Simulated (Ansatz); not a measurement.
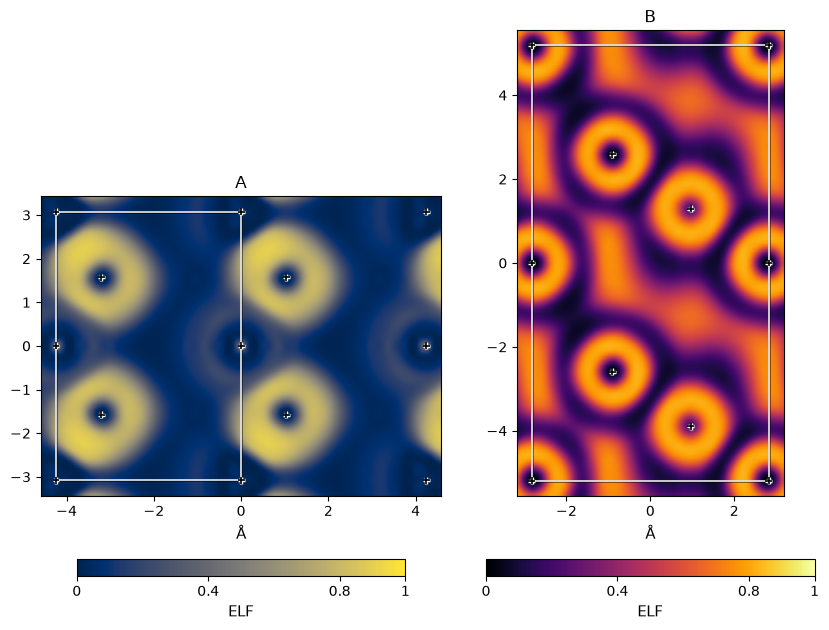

The electron localisation function of 2 systems, each on a plane through atoms (crosses mark nuclei in the plane).

All numbers below come from Ansatz 0.2.0, DFT r2SCAN, scalar-relativistic, plane waves, PAW.

System 1: AlGa₃N₄, the (11̄0) plane of the conventional cell. Space group P-42m; a structure from a database of computed crystals, not necessarily the ambient phase; changed on purpose from its base cell (strain -0.025 along x and y, -0.050 along z, atoms carried along); computed pressure about 25 GPa in this cell.

```cif
data_structure
_symmetry_space_group_name_H-M 'P 1'
_symmetry_Int_Tables_number 1
_cell_length_a 4.3537
_cell_length_b 4.3537
_cell_length_c 4.2421
_cell_angle_alpha 90.000
_cell_angle_beta 90.000
_cell_angle_gamma 90.000
_cell_volume 80.41
loop_
_atom_site_label
_atom_site_type_symbol
_atom_site_fract_x
_atom_site_fract_y
_atom_site_fract_z
_atom_site_occupancy
Al1 Al 0.00000 0.00000 0.00000 1
Ga1 Ga 0.50000 0.50000 0.00000 1
Ga2 Ga 0.50000 0.00000 0.50000 1
Ga3 Ga 0.00000 0.50000 0.50000 1
N1 N 0.75535 0.75535 0.24465 1
N2 N 0.75535 0.24465 0.75535 1
N3 N 0.24465 0.75535 0.75535 1
N4 N 0.24465 0.24465 0.24465 1
```

System 2: Zr₃O, the (010) plane of the calculation cell. Space group P6₃22.

Question: Which map belongs to which system?

Answer: Panel A is system 1, AlGa₃N₄: the plane holds Al, Ga and N. Al–N (1.83 Å): the ELF peaks at about 0.90 between the atoms; a polar covalent bond. Panel B is system 2, Zr₃O: the plane holds Zr and O. Zr–O (2.27 Å): the ELF peaks at about 0.80 in the valence shell of O, 0.6 Å from its nucleus, and drops to about 0.10 between the two atoms (no shared electron pair shows on this line).
